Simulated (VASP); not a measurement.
# Band edges against the vacuum: BAs(110)

Aim: ionisation energy and electron affinity of BAs(110), from a slab and a bulk run lined up through core potentials.

Main program and level: VASP 6.6.1; PBEsol; plane waves and PAW (B, As).

Experimental background.

For BAs, zinc blende (CVT-grown single crystal, 100 K), “Thermal expansion coefficients of high thermal conducting BAs and BP materials” (2019, arxiv:1906.04101) gives, by single-crystal XRD (Mo K-alpha): lattice constant a (cubic a at 100 K) 4.7741 ± 0.0015 Å.

For BAs, zinc blende (CVT-grown opaque bulk crystals, 300 K), “Optical properties of cubic boron arsenide” (2019, arxiv:1911.04914) gives, by spectroscopic ellipsometry: band gap (direct gap from square of absorption coefficient, average of two …) about 4.12 eV [Extrapolated from square of absorption coefficient from ellipsometry; average of two …].

**1. Starting point**

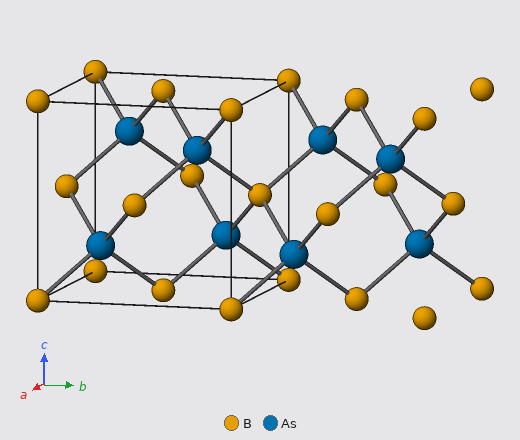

The starting structure, seen slightly off an axis (boron orange, arsenic blue). 1×2×1 cells are drawn. This picture shows the conventional cell, with its axes. Bonds to atoms that aren't drawn are left out. Some periodic images of atoms are drawn too.

Coordinates:

```
B As
1.0
     0.00000    2.39000    2.39000
     2.39000    0.00000    2.39000
     2.39000    2.39000    0.00000
B As
1 1
Cartesian
  0.0000 0.0000 0.0000
  1.1950 1.1950 1.1950
```

**2. Relaxing the bulk crystal**

First cell and atoms are relaxed at a raised cutoff, so that later runs start from this functional's own cell.

INCAR reads:

```
SYSTEM = BAs
PREC = Accurate
ENCUT = 420
EDIFF = 1E-06
NELM = 120
ISMEAR = 0
SIGMA = 0.03
LREAL = .FALSE.
ALGO = Normal
GGA = PS
NBANDS = 10
LORBIT = 11
LWAVE = .FALSE.
LCHARG = .FALSE.
KPAR = 4
LASPH = .TRUE.
IBRION = 2
NSW = 40
ISIF = 3
EDIFFG = -0.02
POTIM = 0.4
```

POSCAR reads:

```
BAs
1.0
    0.0000000000      2.3900000000      2.3900000000
    2.3900000000      0.0000000000      2.3900000000
    2.3900000000      2.3900000000      0.0000000000
B As
1 1
Direct
    0.0000000000      0.0000000000      0.0000000000
    0.2500000000      0.2500000000      0.2500000000
```

KPOINTS reads:

```
Automatic mesh
0
Gamma
7 7 7
0 0 0
```

Potentials, in the order of the species: B and As (PBE family, release 64).

Launch:

```sh
$ mpirun -np 4 vasp_std
```

Output:

```text
[banner, memory and clock lines left out]
running    4 mpi-ranks, on    1 nodes
 distrk:  each k-point on    1 cores,    4 groups
 distr:  one band on    1 cores,    1 groups

 POSCAR found type information on POSCAR B As
 POSCAR found :  2 types and       2 ions
|                                                                             |
|               ----> ADVICE to this user running VASP <----                  |
|                                                                             |
|     You enforced a specific xc type in the INCAR file but a different       |
|     [... a line on the potential file left out ...]
|     I HOPE YOU KNOW WHAT YOU ARE DOING!                                     |
|                                                                             |

 LDA part: xc-table for (Slater+PW92), standard interpolation
 POSCAR, INCAR and KPOINTS ok, starting setup
 FFT: planning ... GRIDC
 FFT: planning ... GRID_SOFT
 FFT: planning ... GRID
 WAVECAR not read
 entering main loop
       N       E                     dE             d eps       ncg     rms          rms(c)
DAV:   1     0.844916569674E+01    0.84492E+01   -0.32992E+03   400   0.596E+02
DAV:   2    -0.122108189076E+02   -0.20660E+02   -0.19865E+02   566   0.975E+01
DAV:   3    -0.128010756921E+02   -0.59026E+00   -0.58888E+00   478   0.157E+01
DAV:   4    -0.128025120966E+02   -0.14364E-02   -0.14364E-02   496   0.876E-01
DAV:   5    -0.128025136042E+02   -0.15076E-05   -0.15076E-05   484   0.289E-02    0.482E+00
DAV:   6    -0.122739236192E+02    0.52859E+00   -0.13984E+00   430   0.507E+00    0.239E+00
DAV:   7    -0.122053688036E+02    0.68555E-01   -0.18499E-01   458   0.221E+00    0.923E-01
DAV:   8    -0.121961794642E+02    0.91893E-02   -0.19216E-02   428   0.790E-01    0.937E-02
DAV:   9    -0.121963166873E+02   -0.13722E-03   -0.64610E-04   446   0.164E-01    0.510E-02
DAV:  10    -0.121963751541E+02   -0.58467E-04   -0.96120E-05   428   0.602E-02    0.106E-02
DAV:  11    -0.121963777492E+02   -0.25951E-05   -0.19228E-06   482   0.109E-02    0.982E-03
DAV:  12    -0.121963775619E+02    0.18726E-06   -0.10518E-06   268   0.548E-03
   1 F= -.12196378E+02 E0= -.12196378E+02  d E =-.121964E+02
 curvature:   0.00 expect dE= 0.000E+00 dE for cont linesearch  0.000E+00
 trial: gam= 0.00000 g(F)=  0.204E-47 g(S)=  0.610E-04 ort = 0.000E+00 (trialstep = 0.100E+01)
 search vector abs. value=  0.610E-04
 reached required accuracy - stopping structural energy minimisation
```

Wall time 1.8 s (4 MPI ranks of Intel Xeon 6975P-C (Granite Rapids), shared host); peak memory 0.49 GiB.

Lines that name or quote the potential files are left out of all logs, and their timing lines are given in words.

OUTCAR, selected parts (step 2):

```text
ion  position               nearest neighbor table
   1  0.000  0.000  0.000-   2 2.07   2 2.07   2 2.07   2 2.07
   2  0.250  0.250  0.250-   1 2.07   1 2.07   1 2.07   1 2.07

  LATTYP: Found a face centered cubic cell.
 ALAT       =     4.7800000000

 Subroutine GETGRP returns: Found 24 space group operations
 (whereof 24 operations were pure point group operations)

The static configuration has the point symmetry T_d .

 Found     20 irreducible k-points:

   k-points           NKPTS =     20   k-points in BZ     NKDIM =     20   number of bands    NBANDS=     10

   dimension x,y,z NGX =    24 NGY =   24 NGZ =   24
   dimension x,y,z NGXF=    48 NGYF=   48 NGZF=   48

   ENCUT  =  420.0 eV  30.87 Ry    5.56 a.u.   5.65  5.65  5.65*2*pi/ulx,y,z

   NELECT =       8.0000    total number of electrons

 k-points in reciprocal lattice and weights: Automatic mesh
   0.00000000  0.00000000  0.00000000       0.003
   0.14285714  0.00000000  0.00000000       0.023
   0.28571429  0.00000000  0.00000000       0.023
   0.42857143  0.00000000  0.00000000       0.023
   0.14285714  0.14285714  0.00000000       0.017
   0.28571429  0.14285714  0.00000000       0.070
   0.42857143  0.14285714  0.00000000       0.070
  -0.42857143  0.14285714  0.00000000       0.070
  -0.28571429  0.14285714  0.00000000       0.070
[...]
-0.42857143  0.42857143  0.14285714       0.070
  -0.28571429  0.42857143  0.14285714       0.070

 average (electrostatic) potential at core
       1 -26.9315       2 -48.5951

 E-fermi :   6.1961

 k-point     1 :       0.0000    0.0000    0.0000
  band No.  band energies     occupation
      1      -9.3948      2.00000
      2       6.0261      2.00000
      3       6.0261      2.00000
      4       6.0261      2.00000
      5       9.2624      0.00000
      6       9.2624      0.00000
      7       9.2624      0.00000
      8      10.6842      0.00000
      9      15.3624      0.00000
    ...

 k-point     2 :       0.1429    0.0000    0.0000
  band No.  band energies     occupation
      1      -9.0609      2.00000
      2       3.6257      2.00000
      3       5.4807      2.00000
      4       5.4807      2.00000
      5       9.3375      0.00000
      6       9.9761      0.00000
      7       9.9761      0.00000
      8      12.2472      0.00000
      9      16.5469      0.00000
    ...

 k-point     3 :       0.2857    0.0000    0.0000
  band No.  band energies     occupation
      1      -8.1011      2.00000
      2       0.2604      2.00000
      3       4.6990      2.00000
      4       4.6990      2.00000
      5       8.9466      0.00000
      6      10.7464      0.00000
      7      10.7464      0.00000
      8      14.2576      0.00000
      9      17.1300      0.00000
    ...

  Total       -0.0324695     -0.0324695     -0.0324695      0.0000000      0.0000000      0.0000000
  in kB       -1.9052980     -1.9052980     -1.9052980      0.0000000      0.0000000      0.0000000
  external PRESSURE =      -1.9052980 kB  Pullay stress =       0.0000000 kB

  energy-cutoff  :      420.00
  volume of cell :       27.30
      direct lattice vectors                 reciprocal lattice vectors
     0.000000000  2.390000000  2.390000000    -0.209205021  0.209205021  0.209205021
     2.390000000  0.000000000  2.390000000     0.209205021 -0.209205021  0.209205021
     2.390000000  2.390000000  0.000000000     0.209205021  0.209205021 -0.209205021

 POSITION                                       TOTAL-FORCE (eV/Angst)
 -----------------------------------------------------------------------------------
      0.00000      0.00000      0.00000        -0.000000     -0.000000      0.000000
      1.19500      1.19500      1.19500         0.000000      0.000000     -0.000000
 -----------------------------------------------------------------------------------
    total drift:                                0.000000      0.000000      0.000000

  FREE ENERGIE OF THE ION-ELECTRON SYSTEM (eV)
  ---------------------------------------------------
  free  energy   TOTEN  =       -12.1963775619 eV

  energy  without entropy=      -12.1963775619  energy(sigma->0) =      -12.19637756

 reached required accuracy - stopping structural energy minimisation

 total charge
# of ion       s       p       d       tot
------------------------------------------
    1        0.653   1.169   0.000   1.822
    2        1.174   1.664   0.087   2.926
--------------------------------------------------
tot          1.828   2.833   0.087   4.748

[... 3 further parts left out ...]
```

CONTCAR:

```
BAs
   1.00000000000000
     0.0000000000000000    2.3900000000000001    2.3900000000000001
     2.3900000000000001    0.0000000000000000    2.3900000000000001
     2.3900000000000001    2.3900000000000001    0.0000000000000000
  B               As
     1     1
Direct
     0.0000000000000000    0.0000000000000000    0.0000000000000000
     0.2500000000000000    0.2500000000000000    0.2500000000000000
```

The PAW data sets were made with PBE, which is usual practice but a small mismatch for other functionals. The run keeps the 24 symmetry operations of its start, so it cannot find a distortion of lower symmetry.

Little changed from the start: no atom moved by 0.005 Å and no cell edge by 0.1 %.

Numbers from this step:

| Quantity | Value |
| --- | --- |
| electronic steps | 12 |
| electrons | 8 |
| free energy (TOTEN) | -12.20 eV |
| Fermi energy | 6.196 eV |

The start already met the threshold, so nothing moved.

**3. Band edges of the bulk**

A static bulk run at the slab's cutoff gives the band edges and the core potentials that tie them to the slab.

INCAR reads:

```
SYSTEM = BAs
PREC = Normal
ENCUT = 360
EDIFF = 1E-06
NELM = 120
ISMEAR = 0
SIGMA = 0.03
LREAL = .FALSE.
ALGO = Normal
GGA = PS
NBANDS = 10
LORBIT = 11
LWAVE = .FALSE.
LCHARG = .FALSE.
KPAR = 4
LASPH = .TRUE.
```

POSCAR is that of step 2.

KPOINTS reads:

```
Automatic mesh
0
Gamma
16 16 16
0 0 0
```

Launch:

```sh
$ mpirun -np 4 vasp_std
```

Output:

```text
[banner, memory and clock lines left out]
running    4 mpi-ranks, on    1 nodes
 distrk:  each k-point on    1 cores,    4 groups
 distr:  one band on    1 cores,    1 groups

 POSCAR found type information on POSCAR B As
 POSCAR found :  2 types and       2 ions
 [... a notice as in an earlier step ...]

 LDA part: xc-table for (Slater+PW92), standard interpolation
 POSCAR, INCAR and KPOINTS ok, starting setup
 FFT: planning ... GRIDC
 FFT: planning ... GRID_SOFT
 FFT: planning ... GRID
 WAVECAR not read
 entering main loop
       N       E                     dE             d eps       ncg     rms          rms(c)
DAV:   1     0.654362374223E+01    0.65436E+01   -0.30915E+03  2908   0.526E+02
DAV:   2    -0.123239084455E+02   -0.18868E+02   -0.17987E+02  4098   0.893E+01
DAV:   3    -0.128046292225E+02   -0.48072E+00   -0.47984E+00  3446   0.141E+01
DAV:   4    -0.128058877547E+02   -0.12585E-02   -0.12585E-02  3542   0.789E-01
DAV:   5    -0.128058894954E+02   -0.17407E-05   -0.17407E-05  3394   0.299E-02    0.484E+00
DAV:   6    -0.122798250031E+02    0.52606E+00   -0.13907E+00  3132   0.502E+00    0.240E+00
DAV:   7    -0.122116417915E+02    0.68183E-01   -0.18318E-01  3502   0.219E+00    0.925E-01
DAV:   8    -0.122025173481E+02    0.91244E-02   -0.19046E-02  3138   0.773E-01    0.945E-02
DAV:   9    -0.122026486651E+02   -0.13132E-03   -0.61854E-04  3342   0.161E-01    0.519E-02
DAV:  10    -0.122027067016E+02   -0.58037E-04   -0.95820E-05  3188   0.590E-02    0.109E-02
DAV:  11    -0.122027093867E+02   -0.26851E-05   -0.19860E-06  3630   0.109E-02    0.102E-02
DAV:  12    -0.122027091678E+02    0.21886E-06   -0.10942E-06  1996   0.546E-03
   1 F= -.12202709E+02 E0= -.12202709E+02  d E =-.146581E-15
```

Run time: 2 s. Hardware: 4 MPI ranks; peak memory 0.49 GiB; 6.1 s of CPU time.

OUTCAR, selected parts (step 3):

```text
The static configuration has the point symmetry T_d .

 Found    145 irreducible k-points:

   k-points           NKPTS =    145   k-points in BZ     NKDIM =    145   number of bands    NBANDS=     10

   dimension x,y,z NGX =    16 NGY =   16 NGZ =   16
   dimension x,y,z NGXF=    32 NGYF=   32 NGZF=   32

   ENCUT  =  360.0 eV  26.46 Ry    5.14 a.u.   5.23  5.23  5.23*2*pi/ulx,y,z

   NELECT =       8.0000    total number of electrons

 E-fermi :   6.1744

 k-point     1 :       0.0000    0.0000    0.0000
  band No.  band energies     occupation
      1      -9.3966      2.00000
      2       6.0239      2.00000
      3       6.0239      2.00000
      4       6.0239      2.00000
      5       9.2609      0.00000
      6       9.2609      0.00000
      7       9.2609      0.00000
      8      10.6813      0.00000
      9      15.3609      0.00000
    ...

 k-point     2 :       0.0625    0.0000    0.0000
  band No.  band energies     occupation
      1      -9.3323      2.00000
      2       5.3834      2.00000
      3       5.8937      2.00000
      4       5.8938      2.00000
      5       9.3834      0.00000
      6       9.4314      0.00000
      7       9.4314      0.00000
      8      11.0426      0.00000
      9      15.6315      0.00000
    ...

  Total       -0.0526929     -0.0526929     -0.0526929      0.0000000      0.0000000      0.0000000
  in kB       -3.0919969     -3.0919969     -3.0919969      0.0000000      0.0000000      0.0000000
  external PRESSURE =      -3.0919969 kB  Pullay stress =       0.0000000 kB

  energy-cutoff  :      360.00
  volume of cell :       27.30
      direct lattice vectors                 reciprocal lattice vectors
     0.000000000  2.390000000  2.390000000    -0.209205021  0.209205021  0.209205021
     2.390000000  0.000000000  2.390000000     0.209205021 -0.209205021  0.209205021
     2.390000000  2.390000000  0.000000000     0.209205021  0.209205021 -0.209205021

 POSITION                                       TOTAL-FORCE (eV/Angst)
 -----------------------------------------------------------------------------------
      0.00000      0.00000      0.00000         0.000000      0.000000      0.000000
      1.19500      1.19500      1.19500        -0.000000     -0.000000     -0.000000
 -----------------------------------------------------------------------------------
    total drift:                                0.000000      0.000000     -0.000000

  FREE ENERGIE OF THE ION-ELECTRON SYSTEM (eV)
  ---------------------------------------------------
  free  energy   TOTEN  =       -12.2027091678 eV

  energy  without entropy=      -12.2027091678  energy(sigma->0) =      -12.20270917

 total charge
# of ion       s       p       d       tot
------------------------------------------
    1        0.656   1.169   0.000   1.825
    2        1.175   1.662   0.088   2.925
--------------------------------------------------
tot          1.831   2.832   0.088   4.750

[... 3 parts as in an earlier step ...]

[... 6 further parts left out ...]
```

The gap is read on the k-mesh alone, so it is an upper bound where the band edges lie off the mesh.

This step gave:

```
Fermi energy                   : 6.174 eV
metallic                       : no
gap on the k-mesh              : 1.094 eV
least direct gap on the k-mesh : 3.237 eV
```

(Continued in part 2 of 3.)

[Lines on the potential files, build, host, timing and source positions are cut from VASP's logs without a mark.]

[Logs are printed without paths, hosts, clocks, repeated set-up lines and the standing remarks that a program may print on its own settings, such as how far it seeks lower states.]

[Hosts, paths, dates, database ids (printed as entryN), source tags and the programs' standing remarks are cut or masked in the printed files.]

[Runs that stopped without an error message from VASP are left out.]
